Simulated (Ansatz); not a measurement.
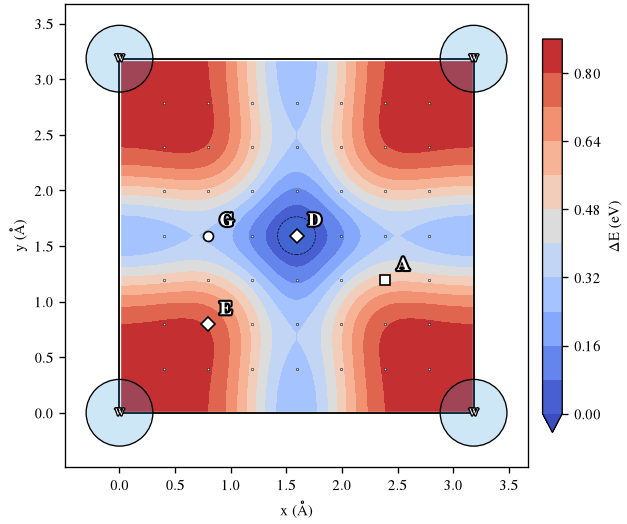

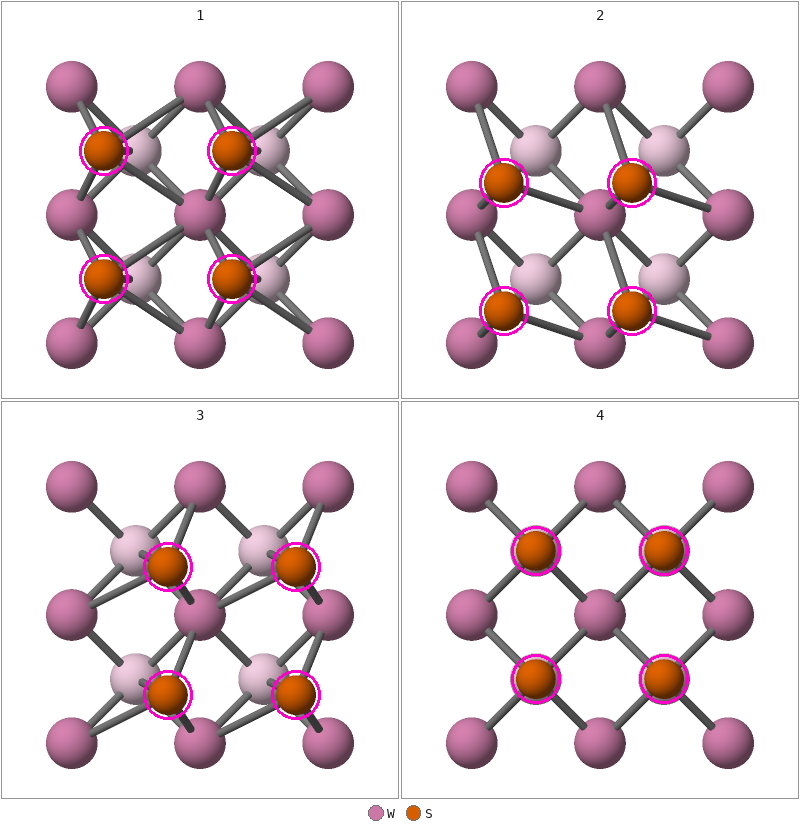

S on a W(100) slab cut from the Im-3m phase, its upper half relaxed before the scan (4 atoms of substrate and one adsorbate in a 1 × 1 cell). 
- S is moved over the surface cell; relaxed at each place: the height of the adsorbate's atoms; substrate rigid; the origin of the map has the adsorbate above W4.
- Places are given modulo a cell vector. The map is drawn in real space over the plane of the surface.
- Grid: 8 × 8 points; 15 points were computed and 49 follow by symmetry.
- Energies: eV, counted from the lowest grid point.
- With one adsorbate in each 1 × 1 cell, its nearest image is 3.2 Å away, so neighbouring adsorbates interact.
- The calculation used Ansatz 0.2.0, DFT PBE, scalar-relativistic, plane waves, PAW. Settings: cutoff 420 eV, k-mesh 8×8×1, gaussian smearing 0.1 eV, no spin polarisation.

The picture shows filled contours, dots at the grid points, labelled circles for the atoms of the top layer and small ones for the second layer, the outline of one cell of the plane, lettered points. Between grid points the surface is interpolated. The numbered pictures are the structures at these points, in random order. Rings mark the moved atoms.

> Which structure belongs to which point?

A is structure 3: (6/8, 3/8) of the cell vectors [nearest 1 W at 2.25 Å], 0.53 eV; D is structure 4: a fourfold hollow over a second-layer W atom, (4/8, 4/8) of the cell vectors, 0.00 eV; E is structure 2: (2/8, 2/8) of the cell vectors [nearest 1 W at 2.23 Å], 0.79 eV; G is structure 1: (2/8, 4/8) of the cell vectors [nearest 2 W at 2.39 Å], 0.31 eV.

PAW datasets: the set soft_1.
